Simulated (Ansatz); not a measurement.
TiO₂

```cif
data_structure
_symmetry_space_group_name_H-M 'P 1'
_symmetry_Int_Tables_number 1
_cell_length_a 5.9463
_cell_length_b 6.5747
_cell_length_c 6.5748
_cell_angle_alpha 90.000
_cell_angle_beta 90.000
_cell_angle_gamma 90.000
_cell_volume 257.05
loop_
_atom_site_label
_atom_site_type_symbol
_atom_site_fract_x
_atom_site_fract_y
_atom_site_fract_z
_atom_site_occupancy
Ti1 Ti 0.25000 0.75000 0.25000 1
Ti2 Ti 0.75000 0.25000 0.75000 1
Ti3 Ti 0.25000 0.25000 0.75000 1
Ti4 Ti 0.75000 0.75000 0.25000 1
Ti5 Ti 0.00000 0.25000 0.24524 1
Ti6 Ti 0.50000 0.75000 0.74524 1
Ti7 Ti 0.50000 0.25000 0.25476 1
Ti8 Ti 0.00000 0.75000 0.75476 1
O1 O 0.25015 0.25000 0.44508 1
O2 O 0.75015 0.75000 0.94508 1
O3 O 0.74985 0.25000 0.44508 1
O4 O 0.24985 0.75000 0.94508 1
O5 O 0.00000 0.05490 0.74962 1
O6 O 0.50000 0.55490 0.24962 1
O7 O 0.00000 0.44510 0.74962 1
O8 O 0.50000 0.94510 0.24962 1
O9 O 0.00000 0.55490 0.25038 1
O10 O 0.50000 0.05490 0.75038 1
O11 O 0.75015 0.25000 0.05492 1
O12 O 0.25015 0.75000 0.55492 1
O13 O 0.00000 0.94510 0.25038 1
O14 O 0.50000 0.44510 0.75038 1
O15 O 0.24985 0.25000 0.05492 1
O16 O 0.74985 0.75000 0.55492 1
```

Space group Imma; a structure from a database of computed crystals, not necessarily the ambient phase.

The calculation used Kohn-Sham DFT of a periodic cell, PBE, Ansatz PAW (Ansatz).

In a PAW calculation such maps are meaningful between the atoms, not at the nuclei.

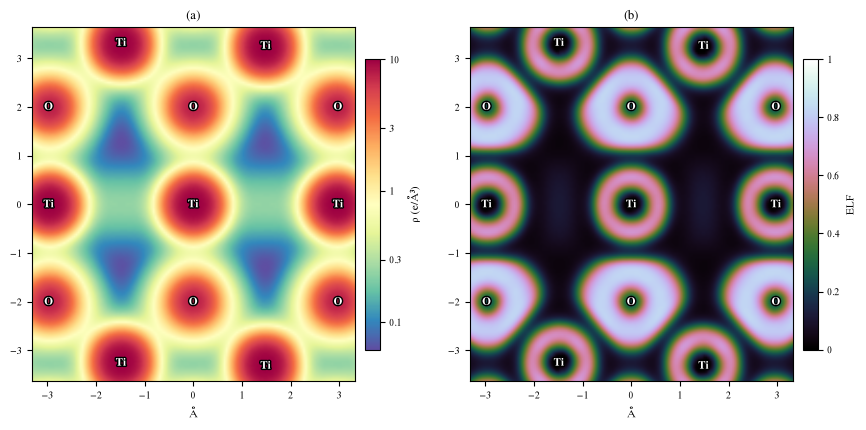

Figure 1. (a) valence charge density (pseudo); (b) ELF on the (010) plane of the conventional cell.

Question: Describe what can be read from this map.

Answer: The section cuts through Ti and O sites. Ti–O (1.94 Å): ρ is about 0.74 e/Å³ halfway; the ELF peaks at about 0.80 in the valence shell of O, 0.6 Å from its nucleus, and is about 0.20 at the midpoint; no shared electron pair shows on this line. Ti–O (2.00 Å): ρ is about 0.62 e/Å³ halfway; the ELF peaks at about 0.85 in the valence shell of O, 0.6 Å from its nucleus, and is about 0.20 at the midpoint (no localised pair shows between them). Between the atoms the lowest density in this plane is 0.06 e/Å³. The features right at Ti lie inside the PAW spheres, where the map follows smoothed inner orbitals and isn't to be read closely.

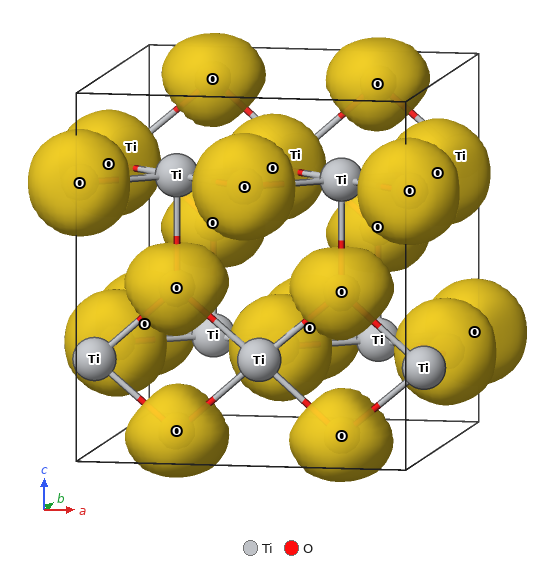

Figure 2. Isosurface of the electron localisation function at 0.65 (yellow), seen slightly off an axis. Core shells and regions of very low density are left out. Sticks mark near contacts.

Question: Identify the bonds, lone pairs and shells in this picture.

Answer: The surface consists of 16 regions wrapped around O (the valence shell of each), counted in one cell of 24 atoms. Regions shared between cells count once.


 Ti–O (1.98 Å): the ELF peaks at about 0.85 in the valence shell of O, 0.6 Å from its nucleus, and is about 0.20 at the midpoint: no localised pair shows between them.

Question: Does the calculation give a band gap?

Answer: It is gapped, with a Kohn–Sham gap of 1.8 eV on the k-point mesh (the band edges may lie off the mesh, which would make the gap smaller).
